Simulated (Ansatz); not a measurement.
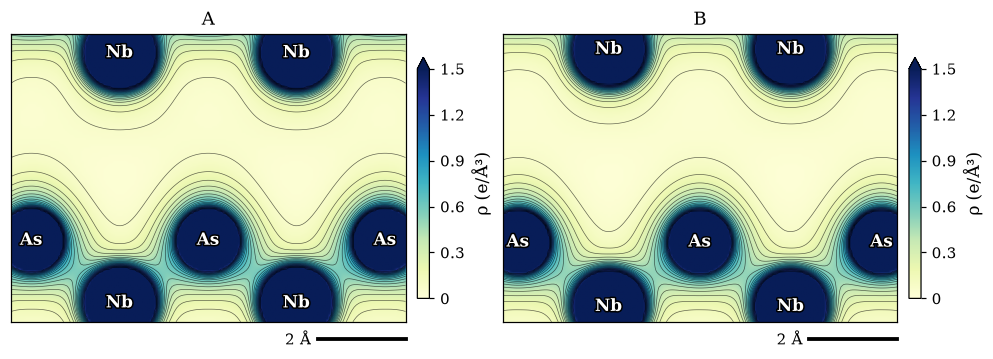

NbAs. The valence charge density (pseudo) of two cells that differ in size, on the (11̄0) plane of each (indices in the axes of the calculation cell), at one length scale and on one colour scale; one has 23.0 and the other 25.1 Å³ an atom.

Space group F-43m; started from the zinc blende prototype, which need not be the ambient phase.

The calculation used DFT r2SCAN, scalar-relativistic, plane waves, PAW in Ansatz 0.2.0.

Which panel shows the smaller cell, and what does the compression change?

Panel A is the smaller cell, by 8 % in volume. From the larger cell to the smaller, Nb–As goes from 2.53 to 2.46 Å, and the density at its midpoint from 0.51 to 0.56 e/Å³; the pressure goes from −3.1 to 6 GPa.
